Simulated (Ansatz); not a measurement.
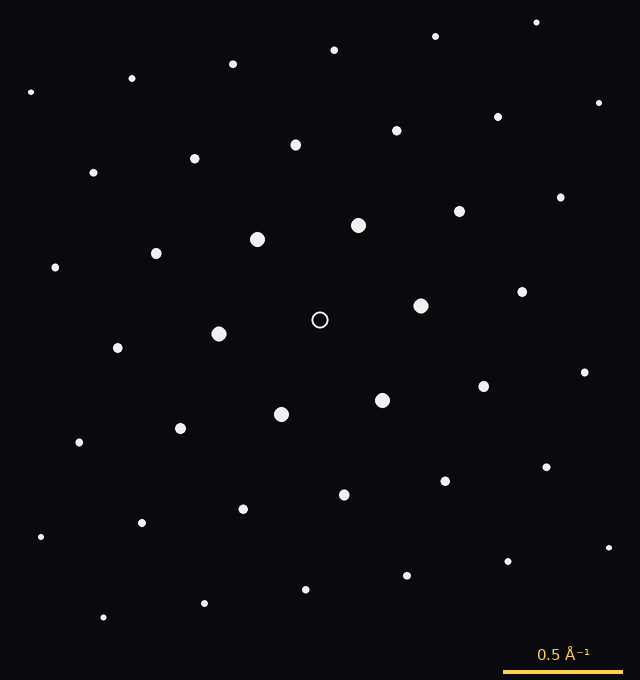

Computed electron diffraction pattern, 80 kV, single scattering only, B = 0.8 Å².

Candidate phases (model or computed cells):
A. Ti, space group Fm-3m (No. 225), a = 4.06 Å
B. Ti, space group Pm-3n (No. 223), a = 5.235 Å
C. Ti, space group Im-3m (No. 229), a = 3.28 Å
D. Ti, space group Fd-3m (No. 227), a = 5.53 Å

**Which candidate gives this pattern, and along which zone?**

Candidate C (Ti), along [111] or an equivalent direction. The spots form a hexagonal net with both shortest vectors at d = 2.32 Å, 60.0° apart. They index as -1 1 0 and -1 0 1; no zone of the other candidates with indices up to 3 has this net.
